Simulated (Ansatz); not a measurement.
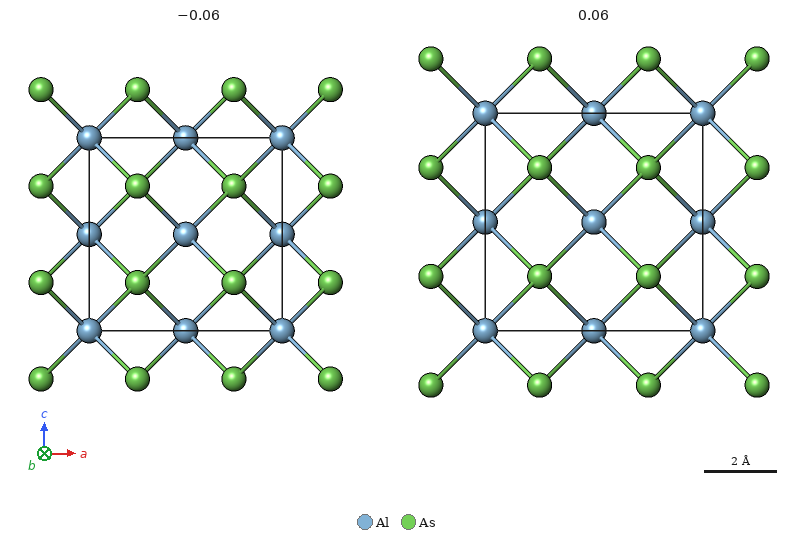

A crystal of AlAs (set up in F-43m), under equal strain along all axes (cell held, atoms fixed by symmetry), with energies (extrapolated to zero smearing) counted from the relaxed crystal, which is the row at zero. The picture shows the first and the last member. The picture is a ball-and-stick view of the conventional cell (2 times the calculation's cell), seen along the b axis. Lengths and directions refer to the drawn axes.

Computed with Ansatz 0.2.0: DFT PBE, scalar-relativistic, plane waves, PAW. Settings: plane-wave cutoff 420 eV; k-point mesh 8 × 8 × 6; occupations gaussian; smearing width 0.02 eV; no spin polarisation.

```csv
strain,energy (meV/atom),a (Å),band gap (eV)
−0.06,196.07,5.384,1.15
−0.04,81.56,5.499,1.28
−0.02,19.16,5.613,1.40
0.0,0.00,5.728,1.50
0.02,?,?,?
0.04,61.87,5.957,0.91
0.06,130.63,6.072,0.51
```

Fill in the missing row.

Answer. A parabola through three neighbouring rows (0.0, 0.04, 0.06) gives, with Lagrange weights, (0.3333)(0.00) + (1.0000)(61.87) + (−0.3333)(130.63) = 18.33 meV/atom. The calculation gives 16.44 meV/atom (a = 5.842 Å). The estimate is 1.89 meV/atom too high. For the gap a parabola through the rows 0.0, 0.04, 0.06 gives 1.24 eV, and the calculation 1.33 eV (semilocal gaps, lower than measured ones as a rule). From the first member to the last: Al–As 2.331 → 2.629 Å.

The whole series:

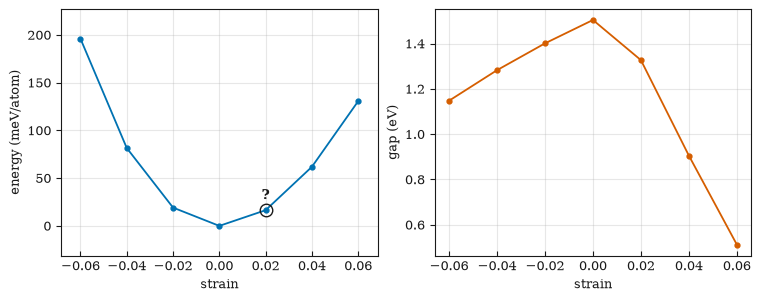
